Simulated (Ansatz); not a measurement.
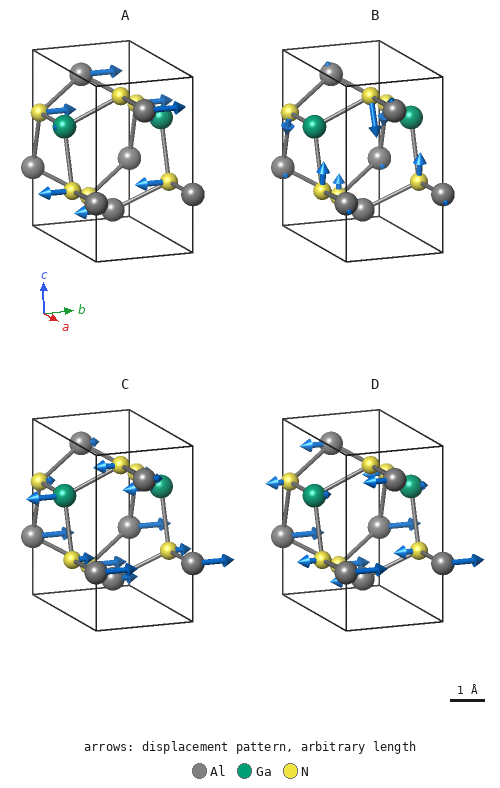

Four optical modes of a crystal of Al$_{3}$GaN$_{4}$ at the zone centre, in no order. The blue arrows give the relative displacements of the atoms. A ball-and-stick model of the cell of the calculation, seen slightly off an axis.

Theory: Ansatz 0.2.0, DFT PBEsol, scalar-relativistic, plane waves, PAW. Settings: plane-wave cutoff 420 eV; k-point mesh 6 × 8 × 4; occupations fixed; no spin polarisation.

Frequencies are those without the non-analytic (LO–TO) term.

Order them from the lowest to the highest frequency (imaginary ones first).

Answer. C (171 cm⁻¹), A (221 cm⁻¹), D (307 cm⁻¹), B (725 cm⁻¹). C, A″: All motion is along b; it mainly bends the Al–N, Ga–N bonds; the kinetic energy is shared as Ga 49 %, Al 31 %, N 20 %. A, A″: All motion is along b; it mainly bends the Al–N, Ga–N bonds; the kinetic energy is shared as Al 69 %, N 30 %, Ga 1 %. D, A″: All motion is along b; it mainly bends the Al–N, Ga–N bonds; the kinetic energy is shared as Al 72 %, N 22 %, Ga 6 %. B, A′: The Ga atoms hardly move; it stretches the shortest Al–N bonds (1.88 Å); the kinetic energy is shared as N 92 %, Al 8 %.
